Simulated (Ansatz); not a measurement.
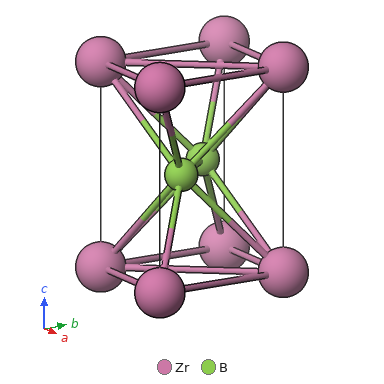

System: ZrB₂, space group P6/mmm (No. 191). The picture shows the conventional cell.

Starting cell:
```yaml
crystal:
  lattice:
    - [3.17000, 0.00000, 0.00000]
    - [-1.58500, 2.74530, 0.00000]
    - [0.00000, 0.00000, 3.53300]
  atoms:
    - { symbol: Zr, position: [0.00000, 0.00000, 0.00000] }
    - { symbol: B, position: [0.66667, 0.33333, 0.50000] }
    - { symbol: B, position: [0.33333, 0.66667, 0.50000] }
```

How it was computed, with Ansatz 0.2.0: all-electron LAPW DFT, no spin polarisation; energies at scaled volumes of the given cell, shape and fractions fixed, counted from the fit's minimum, third-order Birch-Murnaghan fit. Level: LDA.

| setting | value |
| --- | --- |
| k mesh | 10×10×8 |
| occupations | Fermi–Dirac |
| smearing width | 0.05 eV |
| potentials | all electron LAPW, scalar relativistic |
| program settings | basis error eV/atom 0.002 |

Predict the energy and pressure against volume. The volume takes the values 9.63, 9.84, 10.04, 10.25, 10.45, 10.66, 10.86 Å³/atom.

A third-order Birch–Murnaghan fit gives V0 = 9.89 Å³/atom, B0 = 261 GPa and B′ = 3.9. The energy is 5.47 meV/atom at volume 9.63 Å³/atom and 67.56 meV/atom at 10.86 Å³/atom; the lowest computed point is at volume 9.84 Å³/atom (0.19 meV/atom), in a single well. The pressure falls from 7.10 GPa at volume 9.63 Å³/atom to −20.50 GPa at 10.86 Å³/atom, and changes sign near 9.89 Å³/atom.

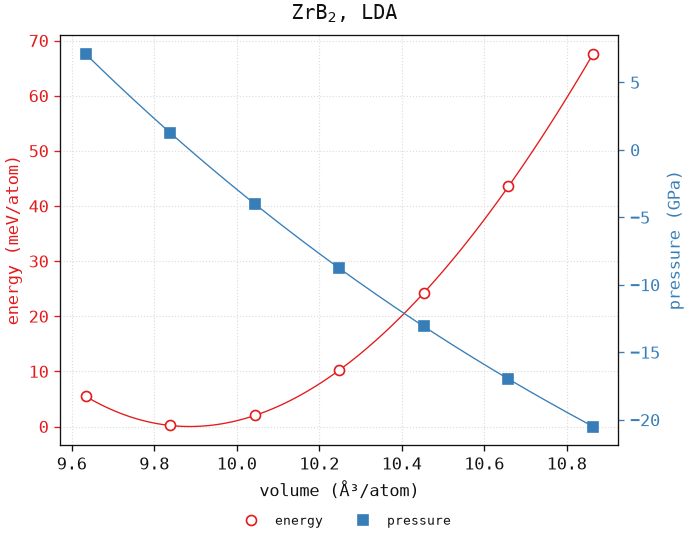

Note: shape and atomic fractions are frozen while scaling, which makes layered, chain and framework solids too stiff.
